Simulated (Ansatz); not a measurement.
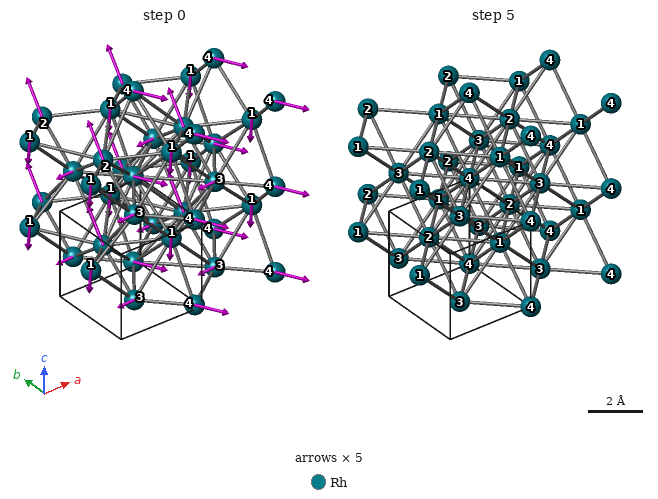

The structure of a crystal of Rh (set up in P1) before (left) and after (right) a relaxation, at one scale. The purple arrows give the displacements, magnified 5 times.

The picture is a ball-and-stick view of the cell of the calculation, repeated 2 × 2 × 2 with one cell outlined, seen from a free direction.

Case: all atoms moved at random, sigma 0.15 Å for each component; relaxed back.

These are results of DFT PBEsol, scalar-relativistic, plane waves, PAW in Ansatz, not measurements. Set-up: plane-wave cutoff 420 eV; k-point mesh 10 × 10 × 10; occupations gaussian; smearing width 0.15 eV; no spin polarisation; atoms relaxed in a fixed cell; force threshold 0.01 eV/Å; at most 80 steps.

What changed between the two?

Answer. Rh2 moves most: 0.33 Å roughly along [0 1 1]. The cell stays as it was. Among the contacts that change: Rh3–Rh4 3.072 → 2.673 Å, Rh3–Rh4 (another image) 2.275 → 2.673 Å, Rh2–Rh3 3.004 → 2.673 Å, Rh2–Rh3 (another image) 2.354 → 2.673 Å. The space group (tolerance 0.01 Å) goes from P1 (No. 1) to Fm-3m (No. 225). Over 3 accepted moves (5 points after the start) the energy falls by 458 meV per atom. The largest force component goes from 4.5 to 0.0003 eV/Å. 2 steps only repeated the SCF at the same geometry.
